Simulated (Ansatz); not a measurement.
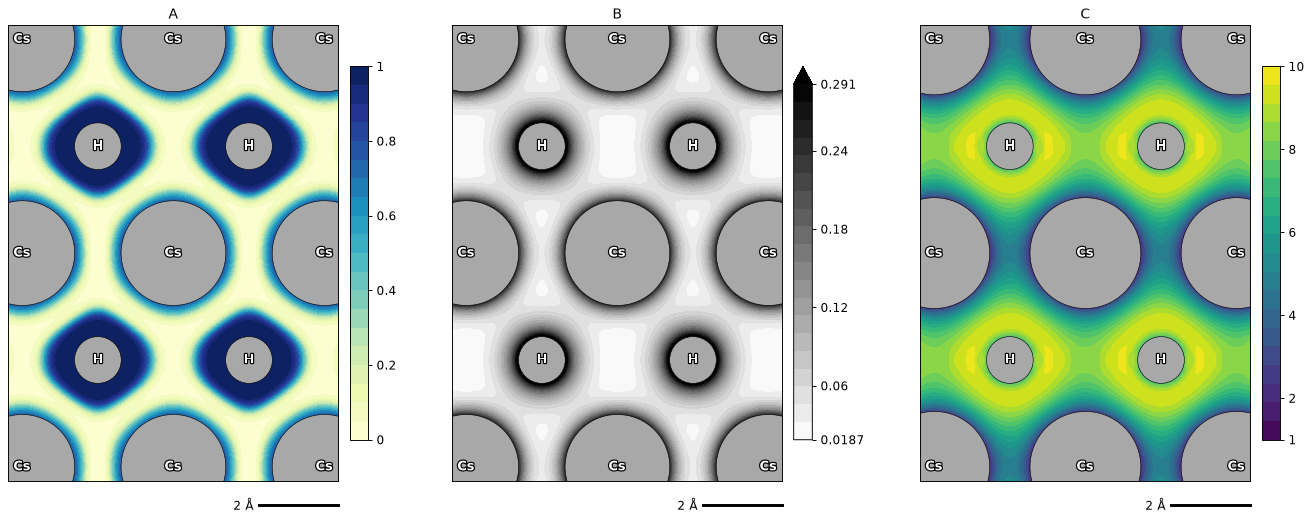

CsH: 3 fields on the (011̄) plane of the conventional cell, with unlabelled colour scales. Grey discs cover the atomic cores.

Space group Pm-3m; a structure from a database of computed crystals, not necessarily the ambient phase.

The calculation used DFT, r2SCAN, PAW with Ansatz's default frozen-core files, scalar-relativistic; relaxation of cell and atoms (Ansatz 0.2.0).

Question: Match the panels to the quantities (electron localisation function, electrostatic potential energy of an electron and valence pseudo-density).

Answer: Panel A: electron localisation function. Panel B: valence pseudo-density. Panel C: electrostatic potential energy of an electron (low next to the atoms, rising into the space between them). From the grid: Cs–H (3.31 Å): the density is about 0.08 e/Å³ at the midpoint; the ELF climbs to about 1 towards the hydrogen.
